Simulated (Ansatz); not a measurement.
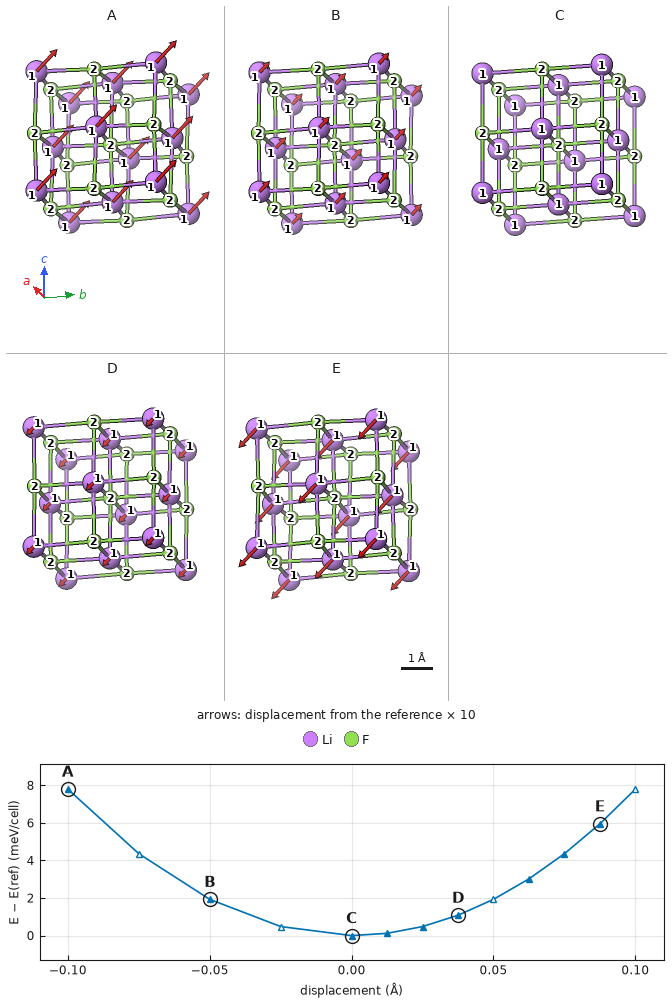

Solid LiF (Fm-3m): the whole Li sublattice is shifted rigidly, towards the nearest copy of atom 1 (Li) at 2.848 Å, all else fixed. The lettered frames are marked on the plot. Hollow markers are points alike by symmetry, not computed again. Style: ball-and-stick. Shown: the conventional cell (4 times the calculation's cell), from a free direction. Red arrows: displacements from the reference. Lengths and directions refer to the drawn axes.

All numbers below come from DFT PBEsol, scalar-relativistic, plane waves, PAW (Ansatz 0.2.0). (plane-wave cutoff 420 eV; k-point mesh 10 × 10 × 10; occupations gaussian; smearing width 0.05 eV; no spin polarisation). Energies (free energies at the smearing named) are counted from the cell as listed in its source, which wasn't relaxed.

**Read off the main features of the energy profile.**

Of the computed points the lowest is at the displacement 0.00 Å, 0.00 meV/cell. The end points stand at 7.80 meV/cell (−0.10 Å) and 7.80 meV/cell (0.10 Å). The curvature at zero is about 1.5 eV/Å² per cell. The well is symmetric. At the highest point the shortest interatomic distance is 1.95 Å, against 2.01 Å in the reference. The distortion takes the space group from Fm-3m to Imm2.

The computed points:

| displacement (Å) | E − E(ref) (meV/cell) |
| --- | --- |
| −0.1000 | 7.80 |
| −0.0750 | 4.36 |
| −0.0500 | 1.93 |
| −0.0250 | 0.48 |
| 0.0000 | 0.00 |
| 0.0125 | 0.12 |
| 0.0250 | 0.48 |
| 0.0375 | 1.08 |
| 0.0500 | 1.93 |
| 0.0625 | 3.02 |
| 0.0750 | 4.36 |
| 0.0875 | 5.95 |
| 0.1000 | 7.80 |

Points that are alike by symmetry were computed once.
